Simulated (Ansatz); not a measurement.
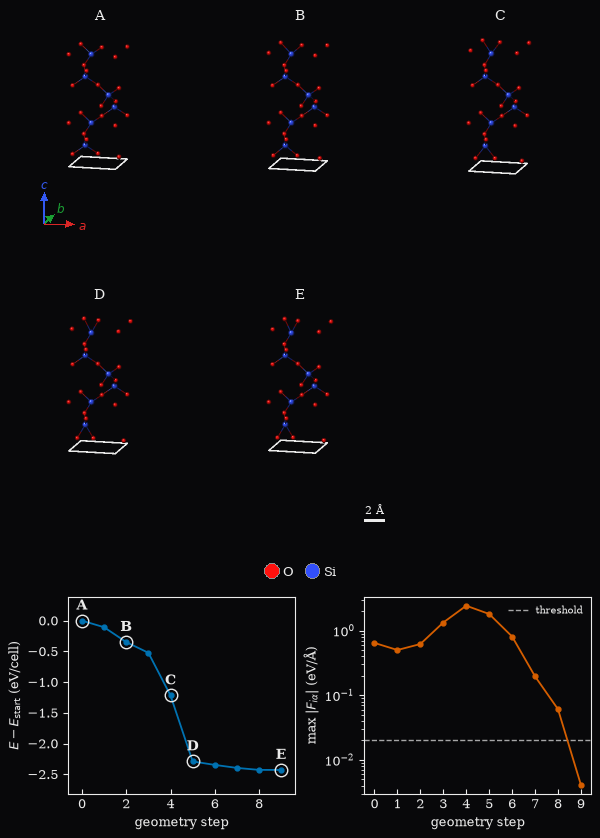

Frames of a relaxation of a slab of composition Si₃O₇ (cut from the I-42d phase), marked on the history of the run. Style: ball-and-stick. Shown: the cell of the calculation, outlined in the plane, without the vacuum (origin shifted), slightly off an axis.

Case: (0 0 1) slab, atoms relaxed. The slab is the (0 0 1) face of SiO2.

Theory: Ansatz, DFT PBE, scalar-relativistic, plane waves, PAW. (plane-wave cutoff 420 eV; k-point mesh 5 × 5 × 1; occupations gaussian; smearing width 0.05 eV; no spin polarisation; dipole correction; atoms relaxed in a fixed cell; force threshold 0.02 eV/Å; at most 60 steps)

Question: Describe the path.

Answer: After 9 geometry steps the energy has fallen by 2.429 eV per cell of the calculation. Largest force component: 0.65 eV/Å at the start, 0.0041 eV/Å at the end. The largest moves relative to the layer's centre, 0.73 Å, are those of O atoms. By element the largest moves are O 0.73 Å, Si 0.03 Å. The cell stays as it was. Among the contacts that change: O–O 2.678 → 1.642 Å. Bond angles that change, for instance: O–Si–O 110.9° → 60.5°, O–Si–O 108.8° → 121.4°, O–Si–O 108.8° → 119.6°. From step 0 to 2: O atoms move most (0.25 Å), energy −0.349 eV per cell of the calculation. From step 2 to 4: O atoms move most (0.37 Å), energy −0.869 eV per cell of the calculation. From step 4 to 5: O atoms move most (0.20 Å), energy −1.073 eV per cell of the calculation. From step 5 to 9: O atoms move most (0.10 Å), energy −0.139 eV per cell of the calculation.

```json
{"step": "0", "E − E(0), meV/atom": "0.00", "largest force component, eV/Å": "0.6452"}
{"step": "1", "E − E(0), meV/atom": "-5.38", "largest force component, eV/Å": "0.5010"}
{"step": "2", "E − E(0), meV/atom": "-17.44", "largest force component, eV/Å": "0.6202"}
{"step": "3", "E − E(0), meV/atom": "-26.16", "largest force component, eV/Å": "1.3350"}
{"step": "4", "E − E(0), meV/atom": "-60.89", "largest force component, eV/Å": "2.4281"}
{"step": "5", "E − E(0), meV/atom": "-114.53", "largest force component, eV/Å": "1.8078"}
{"step": "6", "E − E(0), meV/atom": "-117.36", "largest force component, eV/Å": "0.8097"}
{"step": "7", "E − E(0), meV/atom": "-119.80", "largest force component, eV/Å": "0.1959"}
{"step": "8", "E − E(0), meV/atom": "-121.41", "largest force component, eV/Å": "0.0609"}
{"step": "9", "E − E(0), meV/atom": "-121.46", "largest force component, eV/Å": "0.0041"}
```
